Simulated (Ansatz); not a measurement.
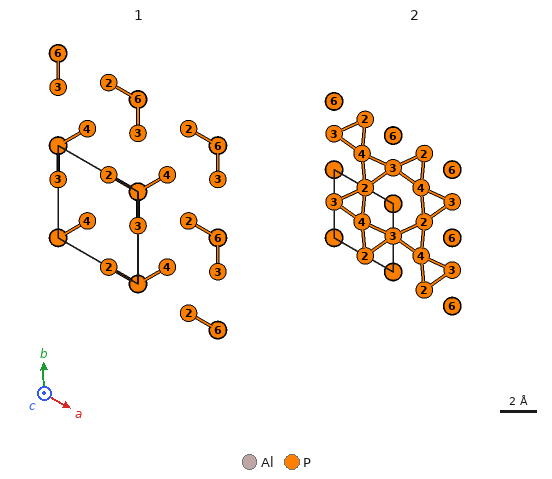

Two geometries of solid AlP$_{5}$ (a generated structure, set up in P-62m) (coarse preliminary run), drawn at one scale. One is the start of a relaxation, the other its converged end. The picture is a ball-and-stick view of the cell of the calculation, repeated 2 × 2 × 1 with one cell outlined, seen along the c axis.

Level of theory: DFT PBE, scalar-relativistic, plane waves, PAW in Ansatz. Settings: plane-wave cutoff 420 eV; k-point mesh 6 × 6 × 2; occupations gaussian; smearing width 0.1 eV; no spin polarisation; cell and atoms relaxed; force threshold 0.04 eV/Å; at most 70 steps.

Question: Which geometry has the lower energy?

Answer: Structure 1 is the relaxed one. Over 14 accepted moves (17 points after the start) the energy falls by 1065 meV per atom. Largest force component: 1.2 eV/Å at the start, 0.018 eV/Å at the end. Pressure: 31.05 GPa at the start and 0.02 GPa at the end. The line search rejected the trial step at point 9 of the run. At 2 points the geometry stayed and the basis and grid were re-selected for the new cell (energy shift of 32.4 meV per atom at most each time). The largest moves relative to the cell, 0.61 Å, are those of P atoms. Al stays in place. The volume changes by +63.5 %, with a = b 3.871 → 5.235 Å (+35.2 %), c 8.821 → 7.887 Å (−10.6 %). Some distances before and after: P–P 4.152 → 2.491 Å, P–P 1.944 → 2.882 Å, P–P 2.911 → 3.540 Å, P–P 2.768 → 2.290 Å. New bonds form: P–P (2.77 → 2.29 Å). Bonds break: P–P (1.94 → 2.88 Å). The space group stays P-62m (No. 189).
